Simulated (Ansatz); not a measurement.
**Run report: YZr7O16 (charge −1), geometry relaxation (part 1 of 3)**

- system: YZr7O16 (defect cell, 24 atoms in the cell, total charge −1)
- method: DFT, PBE, plane waves, PAW, no spin polarisation (Ansatz 0.2.0)

The structure derives from a Materials Project entry. Some settings of this run were made unusual or wrong on purpose. Figures and captions count atoms from 1; the log counts them from 0 in places.

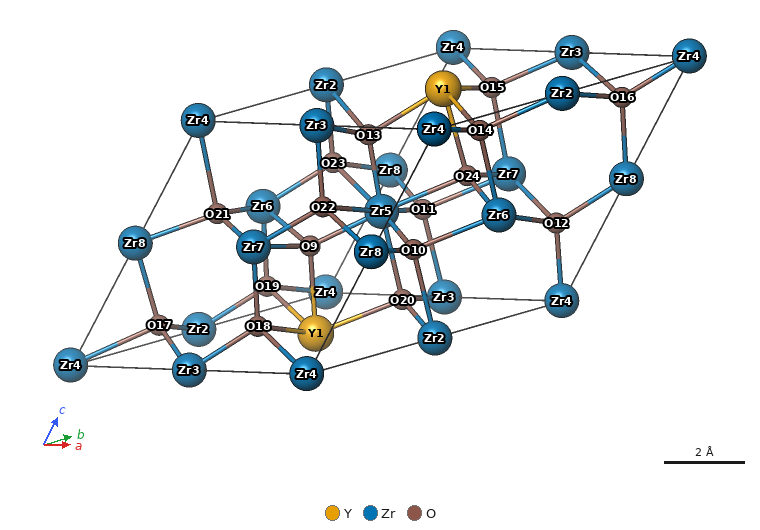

**Figure 1.** The starting structure (ball-and-stick view of the cell of the calculation, seen at an oblique angle; atoms are numbered from 1 in the order of the input). An atom can appear more than once, as a periodic image.

Input
```yaml
crystal:
  lattice:
    - [-5.1158283576, -5.1158283576, 0.0]
    - [-5.1158283576, 0.0, -5.1158283576]
    - [0.0, -5.1158283576, -5.1158283576]
  atoms:
    - { symbol: "Y", position: [0.5011721626, 0.4900753439, 0.0034627085] }
    - { symbol: Zr, position: [1.0017536966, 0.4955479198, 0.0002733188] }
    - { symbol: Zr, position: [0.4985561428, 0.9987862297, -0.0001449536] }
    - { symbol: Zr, position: [0.9977688834, 0.9948651787, 0.0040591163] }
    - { symbol: Zr, position: [0.5027312071, 0.4993644373, 0.4992518236] }
    - { symbol: Zr, position: [1.0015783822, 0.4957632471, 0.5030970475] }
    - { symbol: Zr, position: [0.4986723518, 0.9987927641, 0.5031826823] }
    - { symbol: Zr, position: [1.0000330414, 0.997314185, 0.5015750588] }
    - { symbol: O, position: [0.387824823, 0.3799367903, 0.3895591283] }
    - { symbol: O, position: [0.8454109425, 0.3571385056, 0.3977696045] }
    - { symbol: O, position: [0.3596534467, 0.8421551088, 0.3999807458] }
    - { symbol: O, position: [0.8963563129, 0.8959886749, 0.3467724663] }
    - { symbol: O, position: [0.3847138727, 0.385093936, 0.8425834105] }
    - { symbol: O, position: [0.8838741334, 0.3339395256, 0.8930042] }
    - { symbol: O, position: [0.3462730779, 0.8820615785, 0.8860125341] }
    - { symbol: O, position: [0.8982897031, 0.8944579125, 0.861200467] }
    - { symbol: O, position: [0.1459986266, 0.1420071554, 0.1278733285] }
    - { symbol: O, position: [0.5941101471, 0.1035816333, 0.1506792571] }
    - { symbol: O, position: [0.1030186243, 0.594059609, 0.150671793] }
    - { symbol: O, position: [0.6498809826, 0.6432278987, 0.1011427113] }
    - { symbol: O, position: [0.1451073451, 0.1432885161, 0.5838550802] }
    - { symbol: O, position: [0.6263496789, 0.0805240958, 0.6472949441] }
    - { symbol: O, position: [0.0822392062, 0.624009567, 0.6466686712] }
    - { symbol: O, position: [0.6486274893, 0.6459484143, 0.6065466664] }
  host:
    lattice:
      - [0.0, 2.5579141788, 2.5579141788]
      - [2.5579141788, 0.0, 2.5579141788]
      - [2.5579141788, 2.5579141788, 0.0]
    atoms:
      - { symbol: Zr, position: [0.0, 0.0, 0.0] }
      - { symbol: O, position: [0.25, 0.25, 0.25] }
      - { symbol: O, position: [0.75, 0.75, 0.75] }
total_charge: -1
basis:
  ecutwfc: 420
  xc_grid: 2
kpoints:
  mp_grid: { grid: [2, 2, 2], shift: [0.0, 0.0, 0.0] }
hamiltonian:
  xc: pbe
scf:
  occupations: { method: methfessel_paxton, width: 2.0 }
  max_iter: 60
output:
  forces: true
  eigenvalues: true
relax:
  adjacent_minimum: "off"
  f_tol: 0.025
  max_steps: 45
```

Command:
```bash
ansatz run input.yaml --threads 4 --pin off --max-ram 10240MiB --backend cpu --events-out ev --progress --plain --runs-dir out
```

What the program printed
```
The last accepted step is kept in [file] (removed where the run ends without a failure and the disk answers)
band count auto-derived: 149 (N_el = 192.0; filled up to band 96; 120 by the electrons, moments and atoms)
Engine: ansatz 0.2.0, x86_64-unknown-linux-gnu
Pseudopotentials: kind: paw
Pseudopotential: Y, paw, valence charge 11, recommended cutoff 420 eV (normal), Y.paw.azcp
Pseudopotential: Zr, paw, valence charge 12, recommended cutoff 420 eV (normal), Zr.paw.azcp
Pseudopotential: O, paw, valence charge 6, recommended cutoff 420 eV (normal), O.paw.azcp
Functional definition: PBE
  parameter kappa = 0.804
  parameter beta = 0.06672455060314922
  exchange = pbe_x(kappa = kappa, mu = beta*pi^2/3)
  correlation = pbe_c(beta = beta)
Crystal: 24 atoms, lattice volume = 267.780 Å³
Basis set: ecut = 420 eV, 5209 PW (Γ), exchange–correlation on 100×100×100 points (8 copies of the dense FFT grid, shifted against one another)
Bands: 149, of which v1, the nominal top of the filled ones, is band 96 counted from 1 (95 counted from 0)
Symmetry: 1 space group operations
Space group: P1 (ITA 1), of the structure as read, at distance tolerance 6.4e-5 Å
k-points: 8
Non-local potential: Y, projectors of the file, l = 0: 3, l = 1: 2, l = 2: 2, l = 3: 1
Non-local potential: Zr, projectors of the file, l = 0: 3, l = 1: 2, l = 2: 2, l = 3: 2
Non-local potential: O, projectors of the file, l = 0: 2, l = 1: 2, l = 2: 1
PAW form: soft (Blöchl's): semilocal exchange-correlation on the pseudo side does not see the compensation charge
PAW one-centre angular grid: Y, 590 points (default); XC on 64 Gauss nodes
PAW one-centre angular grid: Zr, 590 points (default); XC on 64 Gauss nodes
PAW one-centre angular grid: O, 110 points (default); XC on 64 Gauss nodes
Initial density: superposition of atomic densities (neutral atoms scaled as one to the charged cell's electrons: chi_scale 0, normalization atom), corrected by the library's trained network
Initial wavefunctions: pseudopotential atomic-orbital guess
Functional: x = pbe(κ = 0.804, μ = 0.2195149727645171), c = pbe(β = 0.06672455060314922)
SCF iter   1: F=—  HF=-42240.675457 eV  |F-HF|=—  |Δ(HF+E_count)|=         —  Δρ=1.00e-2  dr2=3.73e-1  ethr=1.77e-3  ⟨swp⟩=4.8  Hψ=4373  notcnv=0
preconditioner: auto → Resta (q_TF=auto, 2.581 Å⁻¹)  ε∞=3.5  [insulator: Δε(μ)=4.025 eV  Ē_g=19.208 eV  σ=2.000 eV  W_gap=1.04  n_scr=64 (ndim 8)  ℏωp=30.1 eV  f_vac=0.023  D(μ)=-1.01/eV (n_scr^D=0)  ε∞_Penn≈3.5]
SCF iter   2: F=—  HF=-42240.558732 eV  |F-HF|=—  |Δ(HF+E_count)|=   1.17e-1  S|Δr|=    0.00e0  Δρ=5.65e-3  dr2=6.35e-2  ethr=1.94e-4  ⟨swp⟩=2.0  Hψ=2131  notcnv=0
SCF iter   3: F=—  HF=-42240.538536 eV  |F-HF|=—  |Δ(HF+E_count)|=   2.02e-2  S|Δr|=    0.00e0  Δρ=1.93e-3  dr2=1.19e-2  ethr=3.31e-5  ⟨swp⟩=2.9  Hψ=2193  notcnv=0
SCF iter   4: F=—  HF=-42240.535939 eV  |F-HF|=—  |Δ(HF+E_count)|=   2.60e-3  S|Δr|=    0.00e0  Δρ=6.42e-4  dr2=8.04e-4  ethr=6.17e-6  ⟨swp⟩=2.8  Hψ=2263  notcnv=0
SCF iter   5: F=—  HF=-42240.536235 eV  |F-HF|=—  |Δ(HF+E_count)|=   2.97e-4  S|Δr|=    0.00e0  Δρ=1.66e-4  dr2=7.88e-5  ethr=4.19e-7  ⟨swp⟩=2.8  Hψ=2159  notcnv=0
SCF iter   6: F=—  HF=-42240.536263 eV  |F-HF|=—  |Δ(HF+E_count)|=   2.73e-5  S|Δr|=    0.00e0  Δρ=1.23e-4  dr2=3.49e-5  ethr=8.14e-9  ⟨swp⟩=10.1  Hψ=5042  notcnv=0
SCF iter   7: F=-42240.536263 eV  HF=-42240.536263 eV  |F-HF|=2.01e-7  |Δ(HF+E_count)|=   5.76e-7  S|Δr|=    0.00e0  Δρ=2.80e-5  dr2=2.17e-6  ethr=8.14e-9  ⟨swp⟩=6.0  Hψ=4006  notcnv=0
SCF 1 converged in 7 iterations: F = -42240.536263 eV  dr2 = 2.17e-6
  greatest PAW one-centre occupation: 0.995 electrons in one spin orbital (limit 2), on the Zr atom at site 3 (counted from 0), in its partial waves of l = 0
relax step   1: F+E_penalty+E_count = -42240.53626300 eV  Δ(F+E_penalty+E_count) = +0.000e0 eV  max|allowed force component| = 7.706e-1 eV/Å  Δτ_max = 0.0000 Å  (7 SCF iters, dr2 threshold 1.56e-5 eV, accepted)
Initial density: handed on by an earlier stage of this run
Initial wavefunctions: those handed on with the density
iter 1 solved again at ethr=1.42e-5 eV; its pass at ethr=3.10e-3 eV (dr2=2.72e-2 eV) is discarded
SCF iter   1: F=—  HF=-42240.605148 eV  |F-HF|=—  |Δ(HF+E_count)|=         —  Δρ=3.96e-3  dr2=2.76e-2  ethr=1.42e-5  ⟨swp⟩=2.0  Hψ=3310  notcnv=0
preconditioner: auto → Resta (q_TF=auto, 2.581 Å⁻¹)  ε∞=3.5  [insulator: Δε(μ)=3.846 eV  Ē_g=19.171 eV  σ=2.000 eV  W_gap=1.02  n_scr=64 (ndim 8)  ℏωp=30.1 eV  f_vac=0.018  D(μ)=-0.73/eV (n_scr^D=0)  ε∞_Penn≈3.5]
SCF iter   2: F=—  HF=-42240.600909 eV  |F-HF|=—  |Δ(HF+E_count)|=   4.24e-3  S|Δr|=    0.00e0  Δρ=2.05e-3  dr2=6.67e-3  ethr=1.42e-5  ⟨swp⟩=1.0  Hψ=1179  notcnv=0
SCF iter   3: F=—  HF=-42240.600536 eV  |F-HF|=—  |Δ(HF+E_count)|=   3.72e-4  S|Δr|=    0.00e0  Δρ=9.27e-4  dr2=1.81e-3  ethr=3.47e-6  ⟨swp⟩=2.0  Hψ=1487  notcnv=0
SCF iter   4: F=—  HF=-42240.600250 eV  |F-HF|=—  |Δ(HF+E_count)|=   2.87e-4  S|Δr|=    0.00e0  Δρ=1.73e-4  dr2=7.19e-5  ethr=9.44e-7  ⟨swp⟩=2.0  Hψ=1549  notcnv=0
SCF iter   5: F=-42240.600264 eV  HF=-42240.600267 eV  |F-HF|=2.72e-6  |Δ(HF+E_count)|=   1.76e-5  S|Δr|=    0.00e0  Δρ=7.27e-5  dr2=1.15e-5  ethr=1.93e-8  ⟨swp⟩=10.6  Hψ=4376  notcnv=0
SCF 2 converged in 5 iterations: F = -42240.600264 eV  dr2 = 1.15e-5
relax step   2: F+E_penalty+E_count = -42240.60026441 eV  Δ(F+E_penalty+E_count) = -6.400e-2 eV  max|allowed force component| = 4.581e-1 eV/Å  Δτ_max = 0.0459 Å  (5 SCF iters, dr2 threshold 3.71e-5 eV, accepted)
SCF iter   1: F=—  HF=-42240.660589 eV  |F-HF|=—  |Δ(HF+E_count)|=         —  Δρ=4.07e-3  dr2=3.25e-2  ethr=1.24e-4  ⟨swp⟩=2.9  Hψ=2458  notcnv=0
preconditioner: auto → Resta (q_TF=auto, 2.581 Å⁻¹)  ε∞=3.5  [insulator: Δε(μ)=3.846 eV  Ē_g=19.202 eV  σ=2.000 eV  W_gap=1.02  n_scr=64 (ndim 8)  ℏωp=30.1 eV  f_vac=0.018  D(μ)=-0.83/eV (n_scr^D=0)  ε∞_Penn≈3.5]
SCF iter   2: F=—  HF=-42240.656015 eV  |F-HF|=—  |Δ(HF+E_count)|=   4.57e-3  S|Δr|=    0.00e0  Δρ=2.21e-3  dr2=8.47e-3  ethr=1.69e-5  ⟨swp⟩=1.0  Hψ=1376  notcnv=0
SCF iter   3: F=—  HF=-42240.655001 eV  |F-HF|=—  |Δ(HF+E_count)|=   1.01e-3  S|Δr|=    0.00e0  Δρ=1.08e-3  dr2=2.45e-3  ethr=4.41e-6  ⟨swp⟩=2.0  Hψ=1562  notcnv=0
SCF iter   4: F=—  HF=-42240.654545 eV  |F-HF|=—  |Δ(HF+E_count)|=   4.56e-4  S|Δr|=    0.00e0  Δρ=1.79e-4  dr2=7.13e-5  ethr=1.27e-6  ⟨swp⟩=2.0  Hψ=1574  notcnv=0
SCF iter   5: F=-42240.654567 eV  HF=-42240.654567 eV  |F-HF|=2.82e-7  |Δ(HF+E_count)|=   2.12e-5  S|Δr|=    0.00e0  Δρ=6.20e-5  dr2=7.72e-6  ethr=6.83e-9  ⟨swp⟩=11.1  Hψ=4586  notcnv=0
SCF 3 converged in 5 iterations: F = -42240.654567 eV  dr2 = 7.72e-6
relax step   3: F+E_penalty+E_count = -42240.65456685 eV  Δ(F+E_penalty+E_count) = -5.430e-2 eV  max|allowed force component| = 2.977e-2 eV/Å  Δτ_max = 0.0429 Å  (5 SCF iters, dr2 threshold 1.31e-5 eV, accepted)
SCF iter   1: F=—  HF=-42240.655914 eV  |F-HF|=—  |Δ(HF+E_count)|=         —  Δρ=6.56e-4  dr2=1.07e-3  ethr=5.06e-6  ⟨swp⟩=2.0  Hψ=2204  notcnv=0
preconditioner: auto → Resta (q_TF=auto, 2.581 Å⁻¹)  ε∞=3.5  [insulator: Δε(μ)=3.860 eV  Ē_g=19.204 eV  σ=2.000 eV  W_gap=1.02  n_scr=64 (ndim 8)  ℏωp=30.1 eV  f_vac=0.018  D(μ)=-0.84/eV (n_scr^D=0)  ε∞_Penn≈3.5]
SCF iter   2: F=—  HF=-42240.655753 eV  |F-HF|=—  |Δ(HF+E_count)|=   1.61e-4  S|Δr|=    0.00e0  Δρ=3.60e-4  dr2=2.71e-4  ethr=5.58e-7  ⟨swp⟩=1.0  Hψ=1376  notcnv=0
SCF iter   3: F=—  HF=-42240.655719 eV  |F-HF|=—  |Δ(HF+E_count)|=   3.39e-5  S|Δr|=    0.00e0  Δρ=1.30e-4  dr2=3.59e-5  ethr=1.41e-7  ⟨swp⟩=2.9  Hψ=1848  notcnv=0
SCF iter   4: F=—  HF=-42240.655151 eV  |F-HF|=—  |Δ(HF+E_count)|=   5.68e-4  S|Δr|=    0.00e0  Δρ=4.16e-5  dr2=3.50e-6  ethr=1.87e-8  ⟨swp⟩=2.0  Hψ=1616  notcnv=0
SCF iter   5: F=—  HF=-42240.655151 eV  |F-HF|=—  |Δ(HF+E_count)|=   1.73e-7  S|Δr|=    0.00e0  Δρ=1.04e-5  dr2=2.51e-7  ethr=1.83e-9  ⟨swp⟩=2.0  Hψ=1463  notcnv=0
SCF iter   6: F=-42240.655151 eV  HF=-42240.655151 eV  |F-HF|=1.82e-8  |Δ(HF+E_count)|=   1.85e-7  S|Δr|=    0.00e0  Δρ=4.79e-6  dr2=5.62e-8  ethr=5.21e-11  ⟨swp⟩=9.1  Hψ=3483  notcnv=0
SCF 4 converged in 6 iterations: F = -42240.655151 eV  dr2 = 5.62e-8
  greatest PAW one-centre occupation: 0.995 electrons in one spin orbital (limit 2), on the Zr atom at site 4 (counted from 0), in its partial waves of l = 0
relax step   4: F+E_penalty+E_count = -42240.65515112 eV  Δ(F+E_penalty+E_count) = -5.843e-4 eV  max|allowed force component| = 7.157e-3 eV/Å  Δτ_max = 0.0076 Å  (6 SCF iters, accepted)
```

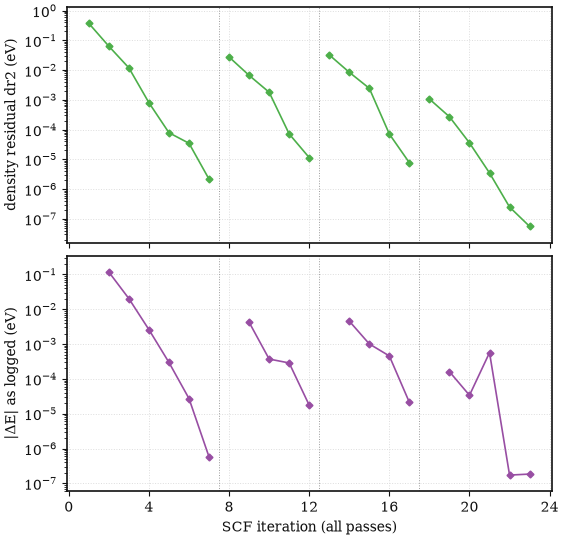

**Figure 2.** Convergence of the self-consistent field: density residual dr2 and size of the energy change against the SCF iteration. The dotted lines part the SCF passes of the relaxation: geometry steps, rejected trials and re-solves on a re-selected basis. The passes take 7, 5, 5 and 6 iterations.

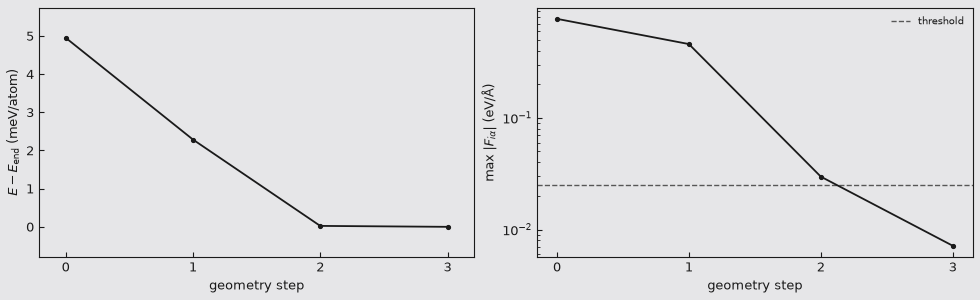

**Figure 3.** Progress of the relaxation, step by step (the first geometry is step 0 here and step 1 in the log).

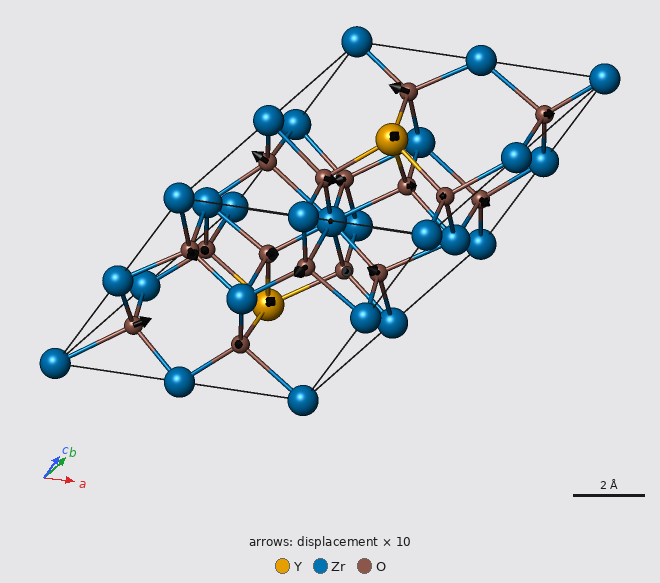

**Figure 4.** The starting structure with the displacements as black arrows, magnified 10 times (ball-and-stick view of the cell of the calculation, seen at an oblique angle). The largest moves, 0.066 Å, are those of O15 and O22. Largest moves by element: O 0.066 Å, Y 0.040 Å, Zr 0.012 Å. The cell stays as it was. Among the contacts that change: Y1–O18 2.294 → 2.355 Å, Y1–O15 2.321 → 2.263 Å, Zr4–O17 2.478 → 2.532 Å, Zr4–O15 2.059 → 2.006 Å. Among the angles that change: Y1–O15–Zr4 112.6° → 115.7°, Zr3–O15–Zr7 104.8° → 102.5°. The energy falls by 5.0 meV per atom in 3 geometry steps. The largest force component goes from 0.77 to 0.0072 eV/Å. (Atoms are counted from 1 in the order of the input.)

```
SCF converged after 6 iterations
Stability not checked: this state was not tested for a lower state beside it, because cold or Methfessel-Paxton smearing, or corrected tetrahedra, fill the levels in a way that the test cannot read (fill_not_monotonic; see scf.lower_state_search)
Free energy (F): -42240.655151 eV
Harris-Foulkes:  -42240.655151 eV  (|F-HF|=1.82e-8)
Internal energy: -42248.043016 eV  (E = F + TS)
E sigma→0 (E₀):  -42242.502117 eV
Entropy (-TS):   7.387864 eV (307.828 meV/atom)
Fermi energy:    13.750435 eV
Step filling:    the computed levels leave a gap of 3.8580 eV = 1.9 smearing widths at the electron count; against every level under it full and every level over it empty, smearing changes F+E_penalty+E_count by +1810.411 meV and its σ→0 estimate by -36.555 meV
--- Per-component energies (eV) ---
  E_band       = -504.316159
  E_kinetic    = 5510.438787
  E_local      = -9259.430772  (includes V_loc(G=0)·N_el)
  E_nonlocal   = 1344.493566
  E_hartree    = 3085.961297
  E_xc         = -2524.131954
  E_vxc        = -3092.900725  (∫ρ·V_xc dr)
  E_paw        = -26027.328910  (= ΣΔE_a)
  E_vpaw       = -1178.885428  (= ΣTr[D̂ρ^β])
  E_aug_tail   = 0.040186  (compensation charges beyond the density's cutoff)
  E_ewald      = -14378.085217
  E_smearing   = 7.387864  (= −TS)
  E_closure    = -0.000000  (closes the sum)
  E_deformation_potential = -21.381829  (in the stress; not in F)
  Σ components = -42240.655151   (vs F -42240.655151, Δ=0.00e0)
--- Forces (eV/Å), atoms counted from 1 ---
  atom   1  Y      0.00077964     0.00011086    -0.00021537
  atom   2  Zr     0.00221872    -0.00049864    -0.00027420
  atom   3  Zr    -0.00200386    -0.00359875    -0.00054425
  atom   4  Zr    -0.00677419    -0.00020895     0.00022434
  atom   5  Zr     0.00715734     0.00104002    -0.00120102
  atom   6  Zr     0.00208894     0.00376385     0.00008993
  atom   7  Zr    -0.00161809     0.00038821    -0.00004131
  atom   8  Zr    -0.00038197    -0.00191150     0.00208140
  atom   9  O      0.00327384    -0.00106449    -0.00204207
  atom  10  O      0.00065947    -0.00453767     0.00569166
  atom  11  O      0.00315650     0.00308390    -0.00436088
  atom  12  O     -0.00266090    -0.00410689    -0.00371482
  atom  13  O      0.00350701     0.00176094     0.00096495
  atom  14  O     -0.00574355    -0.00121373     0.00074619
  atom  15  O     -0.00065165     0.00203549    -0.00193357
  atom  16  O     -0.00265800     0.00304824     0.00499302
  atom  17  O      0.00206178    -0.00292816    -0.00195900
  atom  18  O      0.00192960    -0.00248700     0.00244565
  atom  19  O      0.00243281     0.00380832    -0.00316955
  atom  20  O     -0.00258797    -0.00280695    -0.00180811
  atom  21  O      0.00203182     0.00312468     0.00176053
  atom  22  O     -0.00213036    -0.00275088     0.00180712
  atom  23  O     -0.00131429     0.00359153    -0.00232133
  atom  24  O     -0.00277495     0.00232538     0.00281807
  max |Σ_I F_I| component: 3.74e-5 eV/Å
--- Band table (eV; the first three rows and the last of 8) ---
```
